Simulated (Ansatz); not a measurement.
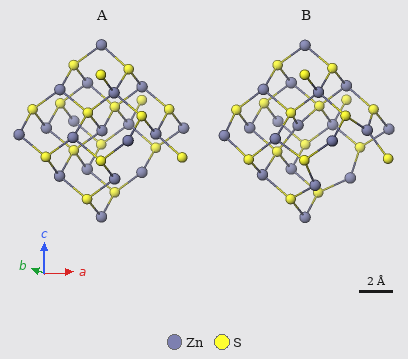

Two geometries of a defect cell of composition Zn₃₁S₃₁, drawn at one scale. One is the start of a relaxation, the other its converged end. Style: ball-and-stick. Shown: the atoms within 5.8 Å of the atom that moves most (axes of the cell of the calculation (origin shifted)), slightly off an axis.

Computed with Ansatz, DFT, PBEsol, PAW, plane waves. Settings: plane-wave cutoff 420 eV; k-point mesh 1 × 1 × 1; mesh shifted by (0.25, 0.25, 0.25); no spin polarisation; atoms relaxed in a fixed cell; force threshold 0.03 eV/Å; at most 80 steps.

Question: Which of the two is the end point?

Answer: Structure B is the relaxed one. The atoms of the start lie slightly off their symmetric places, so part of the fall in energy undoes that. The atom that moves furthest is a Zn atom (0.62 Å roughly along [−1 1 1]). Largest moves by element: Zn 0.62 Å, S 0.22 Å. The cell doesn't change. Near-neighbour distances that change, for instance: S–Zn 2.368 → 2.238 Å, S–Zn 2.350 → 2.241 Å, S–Zn 2.287 → 2.197 Å, S–Zn 2.318 → 2.238 Å. Bond angles that change, for instance: Zn–S–Zn 111.4° → 94.1°, S–Zn–S 109.6° → 125.1°, Zn–S–Zn 108.8° → 94.1°. The energy falls by 2.512 eV per cell of the calculation in 5 geometry steps. The largest force component goes from 1.3 to 0.026 eV/Å.
